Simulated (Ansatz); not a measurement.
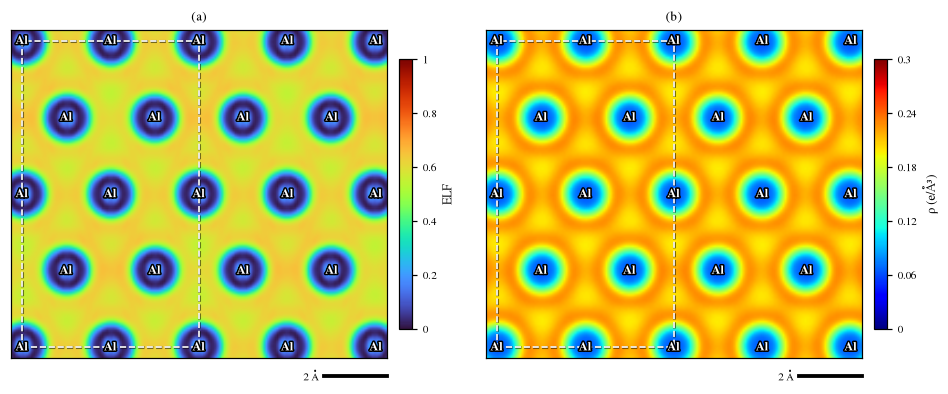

Al. (a) ELF; (b) valence pseudo-density on the (101) plane of the conventional cell.

Space group I4mm; changed on purpose from its base cell (atom 1 (Al) moved -0.200 A along Cartesian [0 1 0]); not relaxed (largest force 1.1 eV/Å).

Level of theory: Ansatz, DFT PBEsol+D3(BJ), scalar-relativistic, plane waves, PAW.

In a PAW calculation such maps are meaningful between the atoms, not at the nuclei.

```yaml
crystal:
  lattice:
    - [3.96256, 0.00000, -3.96256]
    - [-3.96256, 0.00000, -3.96256]
    - [0.00000, 7.92511, 0.00000]
  atoms:
    - { symbol: Al, position: [0.50000, 0.50000, 0.47476] }
    - { symbol: Al, position: [0.00000, 0.00000, 0.97476] }
    - { symbol: Al, position: [0.75000, 0.25000, 0.25000] }
    - { symbol: Al, position: [0.25000, 0.75000, 0.75000] }
    - { symbol: Al, position: [0.50000, 0.00000, 0.00000] }
    - { symbol: Al, position: [0.00000, 0.50000, 0.50000] }
    - { symbol: Al, position: [0.75000, 0.75000, 0.25000] }
    - { symbol: Al, position: [0.25000, 0.25000, 0.75000] }
    - { symbol: Al, position: [0.25000, 0.25000, 0.25000] }
    - { symbol: Al, position: [0.75000, 0.75000, 0.75000] }
    - { symbol: Al, position: [0.50000, 0.00000, 0.50000] }
    - { symbol: Al, position: [0.00000, 0.50000, 0.00000] }
    - { symbol: Al, position: [0.75000, 0.25000, 0.75000] }
    - { symbol: Al, position: [0.25000, 0.75000, 0.25000] }
    - { symbol: Al, position: [0.50000, 0.50000, 0.00000] }
    - { symbol: Al, position: [0.00000, 0.00000, 0.50000] }
```

Question: Describe what can be read from this map.

Answer:
- The section cuts through Al sites.
- Al–Al (2.80 Å): ρ is about 0.22 e/Å³ halfway; the ELF peaks at about 0.65 between the atoms.
- Between the atoms the lowest density in this plane is 0.2 e/Å³.

Question: Does the calculation make it a metal, or give it a gap?

Answer: It is gapless in this calculation (a metal or semimetal).
